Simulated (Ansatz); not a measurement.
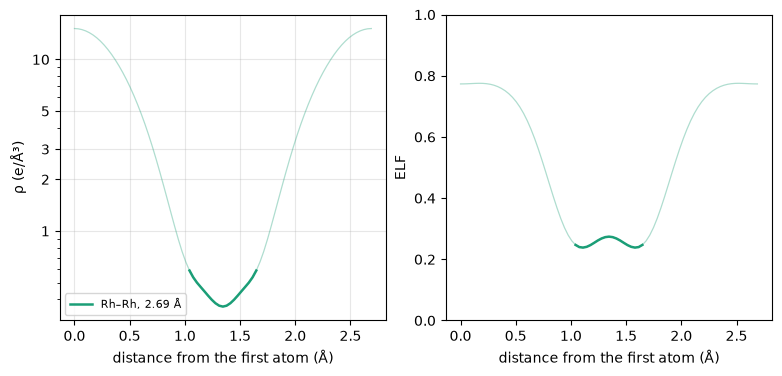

Rh. Valence charge density (pseudo) and electron localisation function along straight lines between neighbouring atoms. Thin, pale parts lie inside the atomic spheres.

Space group I4/mmm; changed on purpose from its base cell (strain +0.0050 x Voigt [0, 0, 1, 0, 0, 0], atoms carried along); computed pressure about −6 GPa in this cell; computed without spin polarisation.

Computed with Ansatz 0.2.0, DFT PBEsol, scalar-relativistic, plane waves, PAW.

In a PAW calculation such maps are meaningful between the atoms, not at the nuclei.

> What can be read from the curves?

Rh–Rh (2.69 Å): the density is about 0.36 e/Å³ at the midpoint; the ELF is about 0.25 at the midpoint (no shared electron pair shows on this line).
